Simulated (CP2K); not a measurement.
**WS$_{2}$: geometry relaxation (part 2 of 4)**

Continued. System: WS$_{2}$ (P6₃/mmc, 6 atoms in the cell). Method: DFT, PBE, Gaussian and plane waves, basis SZV-MOLOPT-SR-GTH, GTH potentials (CP2K 2026.2); 5×5×3 k-mesh. The structure derives from an entry of the Crystallography Open Database. The geometry comes from this level: r2scan-rvv10.

Geometry of the input (Å; fractional positions):
```
3.1699  0.0000  0.0000
-1.5850  2.7453  0.0000
-0.0000  -0.0000  12.4911
W  0.3333  0.6667  0.2500
W  0.6667  0.3333  0.7500
S  0.3333  0.6667  0.6249
S  0.6667  0.3333  0.1249
S  0.3333  0.6667  0.8751
S  0.6667  0.3333  0.3751
```

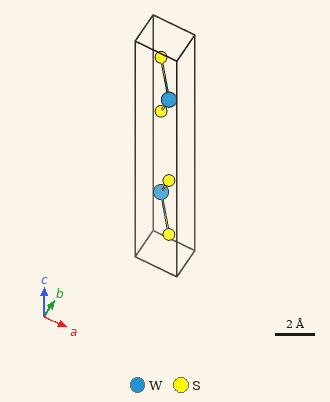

*The structure as given in the input (ball-and-stick view of the cell of the calculation, seen at an oblique angle).*

## Log, continued
```
 SPGR STRESS| Symmetrized stress tensor [GPa]
 SPGR STRESS|                        x                   y                   z
 SPGR STRESS|      x        6.80670198090E+00  -1.23972238712E-08   3.64074721773E-24
 SPGR STRESS|      y       -1.23972238712E-08   6.80670199354E+00  -7.92203441896E-24
 SPGR STRESS|      z        3.64074721773E-24  -7.92203441896E-24   6.10948606164E+00
 SPGR STRESS| 1/3 Trace                                             6.57429667869E+00
 SPGR STRESS| Determinant                                           2.83059771394E+02

 SPGR STRESS| Eigenvectors and eigenvalues of the symmetrized stress tensor [GPa]
 SPGR STRESS|                        1                   2                   3
 SPGR STRESS| Eigenvalues   6.10948606164E+00   6.80670197331E+00   6.80670200113E+00
 SPGR STRESS|      x          -0.000000000000      0.852651662740     -0.522479800592
 SPGR STRESS|      y           0.000000000000      0.522479800592      0.852651662740
 SPGR STRESS|      z           1.000000000000     -0.000000000000     -0.000000000000

 OPT| **************************************************************************
 OPT| Step number                                                              0
 OPT| Optimization method                                                   BFGS
 OPT| Total energy [hartree]                                     -176.6913681269
 OPT| Internal pressure [bar]                                   65742.9667869147
 OPT| Used time [s]                                                       27.713
 OPT| **************************************************************************
 OPT| Estimated peak process memory [MiB]                                    283

 --------------------------
 OPTIMIZATION STEP:      1
 --------------------------

 CELL| Volume [angstrom^3]:                                           109.934275
 CELL| Vector a [angstrom]:       3.185     0.000     0.000   |a| =     3.184937
 CELL| Vector b [angstrom]:      -1.585     2.763     0.000   |b| =     3.184949
 CELL| Vector c [angstrom]:       0.000    -0.000    12.495   |c| =    12.494531
 CELL| Angle (b,c), alpha [degree]:                                    90.000000
 CELL| Angle (a,c), beta  [degree]:                                    90.000000
 CELL| Angle (a,b), gamma [degree]:                                   119.844288
 CELL| Numerically orthorhombic:                                              NO
 CELL| Periodicity                                                           XYZ

 Extrapolation method: initial_guess

 Number of electrons:                                                         52
 Number of occupied orbitals:                                                 26
 Number of molecular orbitals:                                                36

 Number of orbital functions:                                                 36
 Number of independent orbital functions:                                     36

 SCF WAVEFUNCTION OPTIMIZATION

  ------------------------------------------------------------------------------
     1 NoMix/Diag. 0.30E+00    1.5     1.10343977      -176.9458251240 -1.77E+02
     2 Broy./Diag. 0.30E+00    1.8     0.37239108      -175.4960331866  1.45E+00
     3 Broy./Diag. 0.30E+00    1.6     0.04921579      -177.0205893110 -1.52E+00
     4 Broy./Diag. 0.30E+00    2.0     0.02921877      -176.7417714434  2.79E-01
     5 Broy./Diag. 0.30E+00    2.0     0.01061030      -176.6518597290  8.99E-02
     6 Broy./Diag. 0.30E+00    2.0     0.00148639      -176.6978792764 -4.60E-02
     7 Broy./Diag. 0.30E+00    1.6     0.00063873      -176.6985644614 -6.85E-04
     8 Broy./Diag. 0.30E+00    1.8     0.00042949      -176.6949016442  3.66E-03
     9 Broy./Diag. 0.30E+00    2.6     0.00006828      -176.6937603662  1.14E-03
    10 Broy./Diag. 0.30E+00    3.2     0.00001845      -176.6933655035  3.95E-04
    11 Broy./Diag. 0.30E+00    1.9     0.00000449      -176.6931860785  1.79E-04
    12 Broy./Diag. 0.30E+00    2.0     0.00000360      -176.6931233079  6.28E-05
    13 Broy./Diag. 0.30E+00    2.6     0.00000268      -176.6930993317  2.40E-05
    14 Broy./Diag. 0.30E+00    2.0     0.00000083      -176.6930926373  6.69E-06

  *** SCF run converged in    14 steps ***

  Electronic density on regular grids:        -51.9999999957        0.0000000043
  Core density on regular grids:               51.9999999948       -0.0000000052
  Total charge density on r-space grids:       -0.0000000009
  Total charge density g-space grids:          -0.0000000009

  Overlap energy of the core charge distribution:               0.00000000536921
  Self energy of the core charge distribution:               -301.49813723980628
  Core Hamiltonian energy:                                     71.84968289821782
  Hartree energy:                                              78.41212035394805
  Exchange-correlation energy:                                -25.45675865502612
  Electronic entropic energy:                                  -0.00000000000001
  Fermi energy:                                                 0.40695903181916

  Total energy:                                              -176.69309263729735
  Total energy (extrapolated to T->0):                       -176.69309263729735

 ENERGY| Total FORCE_EVAL ( QS ) energy [hartree]           -176.693091229126196

 FORCES| Atomic forces [hartree/bohr]
 FORCES|   Atom     x               y               z               |f|
 FORCES|      1 -4.29119800E-04  2.49322192E-04 -3.21283660E-04   5.91209394E-04
 FORCES|      2  4.29108785E-04 -2.49310332E-04  3.21284394E-04   5.91196797E-04
 FORCES|      3 -2.17383541E-04  1.26317155E-04 -3.58392968E-03   3.59273762E-03
 FORCES|      4  2.17386009E-04 -1.26321294E-04 -3.56657417E-03   3.57542516E-03
 FORCES|      5 -2.17380490E-04  1.26315381E-04  3.56657397E-03   3.57542441E-03
 FORCES|      6  2.17389059E-04 -1.26323064E-04  3.58392915E-03   3.59273763E-03
 FORCES| Sum     2.15344665E-11  3.78789439E-11 -1.89365450E-12
 FORCES| Total atomic force                                       4.36134562E-11

 STRESS| Analytical stress tensor [bar]
 STRESS|                        x                   y                   z
 STRESS|      x        4.38590837937E+04  -2.68727722184E+03  -1.42521022759E-02
 STRESS|      y       -2.68727722184E+03   4.07657651515E+04   8.28048553573E-03
 STRESS|      z       -1.42521022759E-02   8.28048553573E-03   3.95075113573E+04
 STRESS| 1/3 Trace                                             4.13774534342E+04
 STRESS| Determinant                                           7.03521178893E+13

 STRESS| Eigenvectors and eigenvalues of the analytical stress tensor [bar]
 STRESS|                        1                   2                   3
 STRESS| Eigenvalues   3.92118416367E+04   3.95075113573E+04   4.54130073086E+04
 STRESS|      x           0.500585369299      0.000002473660      0.865687176778
 STRESS|      y           0.865687176781     -0.000001297891     -0.500585369297
 STRESS|      z          -0.000000114710      0.999999999996     -0.000002791121

 SPGR STRESS| Symmetrized stress tensor [GPa]
 SPGR STRESS|                        x                   y                   z
 SPGR STRESS|      x        4.22563646544E+00   1.15019019913E-02  -6.47378210787E-23
 SPGR STRESS|      y        1.15019019913E-02   4.23887612183E+00   0.00000000000E+00
 SPGR STRESS|      z       -6.47378210787E-23   0.00000000000E+00   3.95075113573E+00
 SPGR STRESS| 1/3 Trace                                             4.13842124100E+00
 SPGR STRESS| Determinant                                           7.07651322214E+01

 SPGR STRESS| Eigenvectors and eigenvalues of the symmetrized stress tensor [GPa]
 SPGR STRESS|                        1                   2                   3
 SPGR STRESS| Eigenvalues   3.95075113573E+00   4.21898542799E+00   4.24552715927E+00
 SPGR STRESS|      x           0.000000000000      0.865685896976      0.500587582524
 SPGR STRESS|      y          -0.000000000000     -0.500587582524      0.865685896976
 SPGR STRESS|      z           1.000000000000     -0.000000000000     -0.000000000000

 OPT| **************************************************************************
 OPT| Step number                                                              1
 OPT| Optimization method                                                   BFGS
 OPT| Total energy [hartree]                                     -176.6930912291
 OPT| Internal pressure [bar]                                   41384.2124099880
 OPT| Effective energy change [hartree]                            -0.0017231022
 OPT| Predicted energy change [hartree]                            -0.0010867169
 OPT| Scaling factor                                                0.0000000000
 OPT| Step size                                                     0.0327137109
 OPT| Trust radius                                                  0.4724315332
 OPT| Decrease in energy                                                     YES
 OPT| Used time [s]                                                       32.448
 OPT|
 OPT| Maximum step size                                             0.0327137109
 OPT| Convergence limit for maximum step size                       0.0030000000
 OPT| Maximum step size is converged                                          NO
 OPT|
 OPT| RMS step size                                                 0.0095162903
 OPT| Convergence limit for RMS step size                           0.0015000000
 OPT| RMS step size is converged                                              NO
 OPT|
 OPT| Maximum gradient                                              0.0204744216
 OPT| Convergence limit for maximum gradient                        0.0003000000
 OPT| Maximum gradient is converged                                           NO
 OPT|
 OPT| RMS gradient                                                  0.0057828981
 OPT| Convergence limit for RMS gradient                            0.0003000000
 OPT| RMS gradient is converged                                               NO
 OPT|
 OPT| Pressure deviation [bar]                                  41384.2124099880
 OPT| Pressure tolerance [bar]                                    300.0000000000
 OPT| Pressure is converged                                                   NO
 OPT| **************************************************************************
 OPT| Estimated peak process memory after this step [MiB]                    313

 --------------------------
 OPTIMIZATION STEP:      2
 --------------------------

 CELL| Volume [angstrom^3]:                                           111.931384
 CELL| Vector a [angstrom]:       3.209     0.000     0.000   |a| =     3.209015
 CELL| Vector b [angstrom]:      -1.585     2.790     0.000   |b| =     3.209057
 CELL| Vector c [angstrom]:       0.000     0.000    12.500   |c| =    12.500257
 CELL| Angle (b,c), alpha [degree]:                                    90.000000
 CELL| Angle (a,c), beta  [degree]:                                    90.000000
 CELL| Angle (a,b), gamma [degree]:                                   119.596106
 CELL| Numerically orthorhombic:                                              NO
 CELL| Periodicity                                                           XYZ

 Extrapolation method: initial_guess

 Number of electrons:                                                         52
 Number of occupied orbitals:                                                 26
 Number of molecular orbitals:                                                36

 Number of orbital functions:                                                 36
 Number of independent orbital functions:                                     36

 SCF WAVEFUNCTION OPTIMIZATION

  ------------------------------------------------------------------------------
     1 Broy./Diag. 0.30E+00    2.5     1.09740527      -176.8756202291 -1.77E+02
     2 Broy./Diag. 0.30E+00    2.3     0.38014120      -175.5093219135  1.37E+00
     3 Broy./Diag. 0.30E+00    1.9     0.05410963      -177.0573300040 -1.55E+00
     4 Broy./Diag. 0.30E+00    1.7     0.03051661      -176.7456388160  3.12E-01
     5 Broy./Diag. 0.30E+00    2.0     0.01181840      -176.6486783792  9.70E-02
     6 Broy./Diag. 0.30E+00    1.9     0.00142246      -176.6981365763 -4.95E-02
     7 Broy./Diag. 0.30E+00    2.0     0.00058970      -176.6991291650 -9.93E-04
     8 Broy./Diag. 0.30E+00    2.0     0.00045205      -176.6959578173  3.17E-03
     9 Broy./Diag. 0.30E+00    1.9     0.00008028      -176.6947943314  1.16E-03
    10 Broy./Diag. 0.30E+00    1.7     0.00001602      -176.6944437553  3.51E-04
    11 Broy./Diag. 0.30E+00    1.6     0.00000653      -176.6942321205  2.12E-04
    12 Broy./Diag. 0.30E+00    1.8     0.00000447      -176.6941585313  7.36E-05
    13 Broy./Diag. 0.30E+00    1.8     0.00000222      -176.6941336259  2.49E-05
    14 Broy./Diag. 0.30E+00    1.6     0.00000121      -176.6941269070  6.72E-06
    15 Broy./Diag. 0.30E+00    1.6     0.00000008      -176.6941239458  2.96E-06

  *** SCF run converged in    15 steps ***

  Electronic density on regular grids:        -51.9999999951        0.0000000049
  Core density on regular grids:               51.9999999946       -0.0000000054
  Total charge density on r-space grids:       -0.0000000005
  Total charge density g-space grids:          -0.0000000005

  Overlap energy of the core charge distribution:               0.00000000395185
  Self energy of the core charge distribution:               -301.49813723980628
  Core Hamiltonian energy:                                     71.73202721293428
  Hartree energy:                                              78.48800413344919
  Exchange-correlation energy:                                -25.41601805628652
  Electronic entropic energy:                                  -0.00000000000005
  Fermi energy:                                                 0.39801739602393

  Total energy:                                              -176.69412394575755
  Total energy (extrapolated to T->0):                       -176.69412394575753

 ENERGY| Total FORCE_EVAL ( QS ) energy [hartree]           -176.694124425301027

 FORCES| Atomic forces [hartree/bohr]
 FORCES|   Atom     x               y               z               |f|
 FORCES|      1 -9.72256661E-04  5.68276274E-04 -3.21920380E-04   1.17126157E-03
 FORCES|      2  9.72237495E-04 -5.68283046E-04  3.21930581E-04   1.17125175E-03
 FORCES|      3 -4.93360611E-04  2.88385828E-04  2.37398072E-03   2.44179351E-03
 FORCES|      4  4.93362523E-04 -2.88377919E-04  2.39292136E-03   2.46021159E-03
 FORCES|      5 -4.93352862E-04  2.88381298E-04 -2.39293401E-03   2.46022235E-03
 FORCES|      6  4.93370151E-04 -2.88382376E-04 -2.37397828E-03   2.44179265E-03
 FORCES| Sum     3.49211372E-11  5.94748335E-11 -1.83028506E-12
 FORCES| Total atomic force                                       6.89934169E-11

 STRESS| Analytical stress tensor [bar]
 STRESS|                        x                   y                   z
 STRESS|      x        9.16007717987E+03  -6.46658534369E+03  -3.15550357646E-02
 STRESS|      y       -6.46658534369E+03   1.78156825163E+03   1.84421295419E-02
 STRESS|      z       -3.15550357646E-02   1.84421295419E-02   1.09783213079E+04
 STRESS| 1/3 Trace                                             7.30665557979E+03
 STRESS| Determinant                                          -2.79918905739E+11

 STRESS| Eigenvectors and eigenvalues of the analytical stress tensor [bar]
 STRESS|                        1                   2                   3
 STRESS| Eigenvalues  -1.97413023966E+03   1.09783213072E+04   1.29157756719E+04
 STRESS|      x           0.502226220805      0.000016316597      0.864736273594
 STRESS|      y           0.864736273748     -0.000009467530     -0.502226220716
 STRESS|      z          -0.000000007706      0.999999999822     -0.000018864395

 SPGR STRESS| Symmetrized stress tensor [GPa]
 SPGR STRESS|                        x                   y                   z
 SPGR STRESS|      x        5.50939844813E-01   3.90302111865E-03   9.70289062816E-21
 SPGR STRESS|      y        3.90302111865E-03   5.55393068023E-01   3.77183902755E-19
 SPGR STRESS|      z        9.70289062816E-21   3.77183902755E-19   1.09783213079E+00
 SPGR STRESS| 1/3 Trace                                             7.34721681208E-01
 SPGR STRESS| Determinant                                           3.35906921536E-01

 SPGR STRESS| Eigenvectors and eigenvalues of the symmetrized stress tensor [GPa]
 SPGR STRESS|                        1                   2                   3
 SPGR STRESS| Eigenvalues   5.48672975241E-01   5.57659937595E-01   1.09783213079E+00
 SPGR STRESS|      x           0.864731288676      0.502234804035      0.000000000000
 SPGR STRESS|      y          -0.502234804035      0.864731288676      0.000000000000
 SPGR STRESS|      z           0.000000000000     -0.000000000000      1.000000000000

 OPT| **************************************************************************
 OPT| Step number                                                              2
 OPT| Optimization method                                                   BFGS
 OPT| Total energy [hartree]                                     -176.6941244253
 OPT| Internal pressure [bar]                                    7347.2168
[...]

 CELL| Angle (a,b), gamma [degree]:                                   119.571077
 CELL| Numerically orthorhombic:                                              NO
 CELL| Periodicity                                                           XYZ

 Extrapolation method: initial_guess

 Number of electrons:                                                         52
 Number of occupied orbitals:                                                 26
 Number of molecular orbitals:                                                36

 Number of orbital functions:                                                 36
 Number of independent orbital functions:                                     36

 SCF WAVEFUNCTION OPTIMIZATION
```
